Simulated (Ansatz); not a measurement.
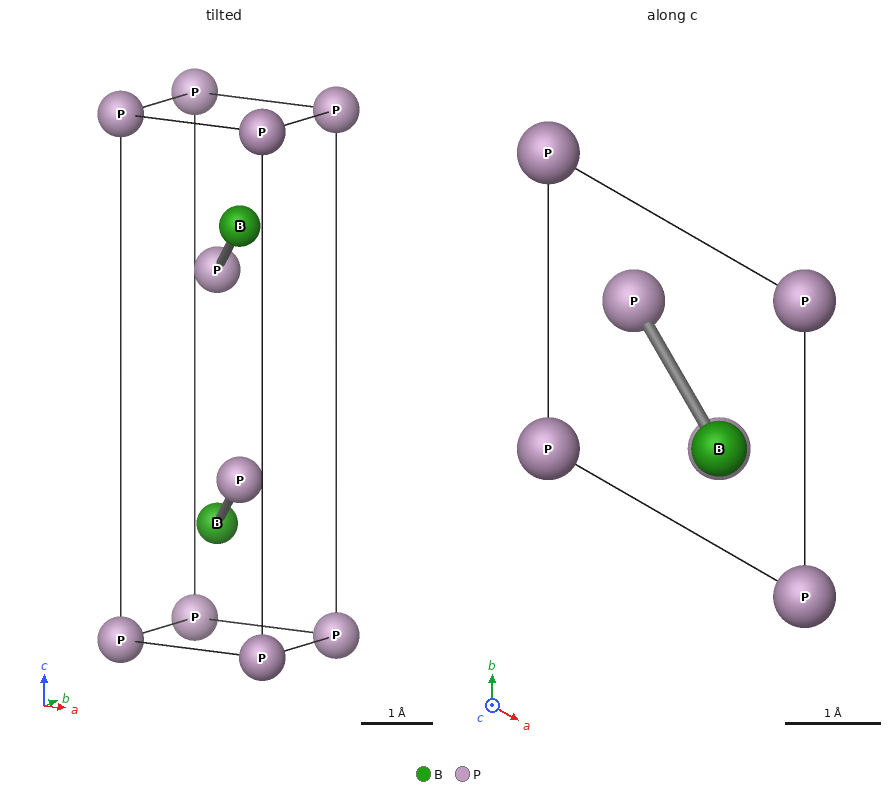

Ball-and-stick representation of a periodic structure, projected slightly off an axis and along the c axis. The wireframe shows the conventional unit cell. Cell: a = 3.11 Å, b = 3.11 Å, c = 7.52 Å, α = 90.00°, β = 90.00°, γ = 120.00°.

The starting point was a structure type filled with these elements by a generator (whether the compound takes this form wasn't checked). Earlier steps of the study, as a rule a relaxation of our own, may have changed the cell and positions, so they can lie some per cent off the listed ones. It was run through Ansatz as a DFT input.

> What can be read from this drawing?

The stoichiometry is B₂P₃. The atoms follow space group P-3m1 (No. 164); the Bravais lattice is primitive hexagonal. The cell has 5 atoms, namely 2 B, 3 P. The neighbours of B are three P in a trigonal pyramidal arrangement at about 2.0 Å. P takes two kinds of site: 2d with three B in a trigonal pyramidal arrangement at about 2.0 Å; 1a with no bonds drawn. The bonds build BP layers parallel to (001); some P atoms get no bond from the drawing's distance rule.

Theory: Ansatz 0.2.0, DFT PBE, scalar-relativistic, plane waves, PAW. Numerical settings: a kinetic-energy cutoff of 420 eV, k-point mesh 12×12×6, Gaussian smearing of 0.1 eV, no spin polarisation.

> Metal or not?

A metal: bands cross the Fermi level.

> Give the Bader charge of each element.

B +0.08 e; P -0.18 to +0.18 e.

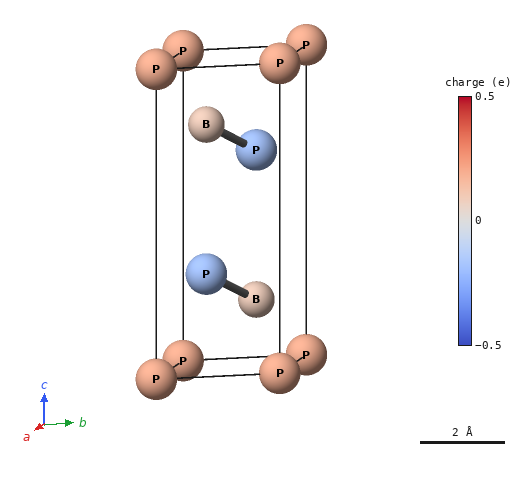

The atoms coloured by those charges. The run's cell of 5 atoms is drawn.

> Is the geometry at rest?

Yes. All forces vanish to within 0.01 eV/Å. The pressure is 0.0 GPa, close to zero.
